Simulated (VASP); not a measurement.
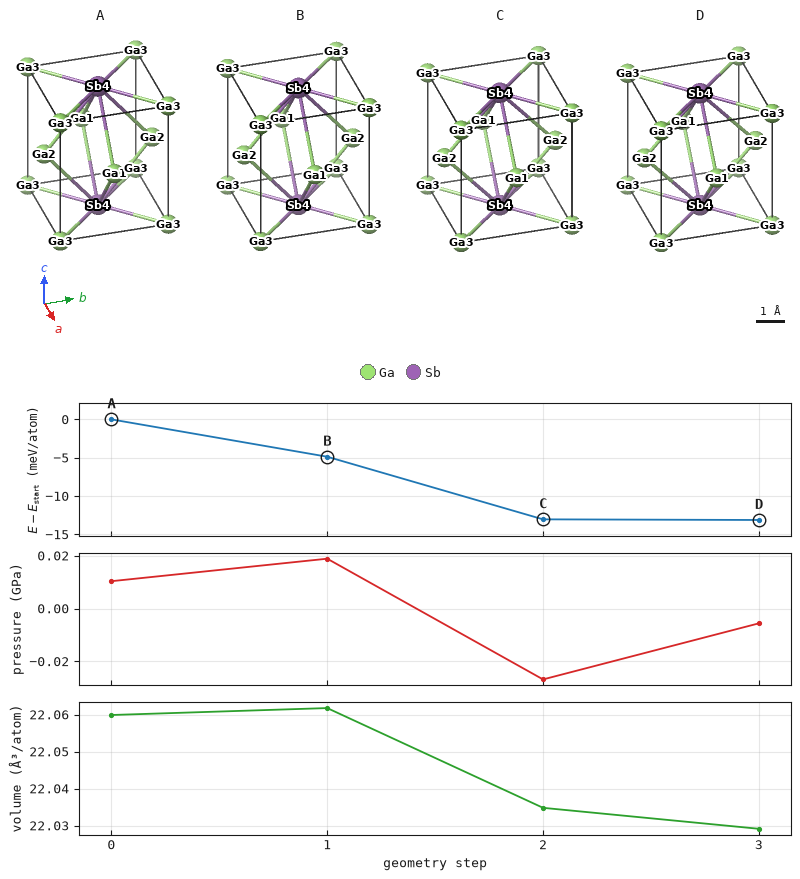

Frames of a relaxation of solid Ga3Sb (a generated structure, set up in P4/mmm), marked on the history of the run. Style: ball-and-stick. Shown: the cell of the calculation, from a free direction.

The run lets cell and atoms move.

These are results of Kohn-Sham DFT of a periodic cell, PBE, VASP PAW PBE potentials, recommended (VASP 6.6.1), not measurements.

Input file:
```
PREC = Accurate ; ENCUT = 520
EDIFF = 1E-6 ; ISMEAR = 0
SIGMA = 0.1 ; LREAL = False
LASPH = True ; NELM = 120
ALGO = Normal ; ISIF = 3
LWAVE = False ; LCHARG = False
GGA = PE ; IBRION = 2
NSW = 90 ; EDIFFG = -0.01
KPAR = 4
```

Command:
```bash
cat potpaw_PBE.64/Ga_d/POTCAR potpaw_PBE.64/Sb/POTCAR > POTCAR
mpirun -np 4 vasp_std > vasp.out
```

What happens along the run?

The atoms keep their places relative to the cell (all moves are under 0.005 Å). Cell: a = b 4.162 → 4.277 Å (+2.8 %), c 5.094 → 4.817 Å (−5.4 %). Volume −0.1 %. Near-neighbour distances that change, for instance: Ga3–Sb4 2.943 → 3.024 Å, Ga1–Sb4 3.289 → 3.221 Å. The space group stays P4/mmm (No. 123). Over 3 geometry steps the energy falls by 13.1 meV per atom. All forces vanish by symmetry, so only the cell relaxes. The pressure goes from 0.01 to −0.01 GPa. From step 0 to 1: energy −4.9 meV per atom. From step 1 to 2: volume −0.1 %, energy −8.2 meV per atom. From step 2 to 3: energy −0.1 meV per atom.
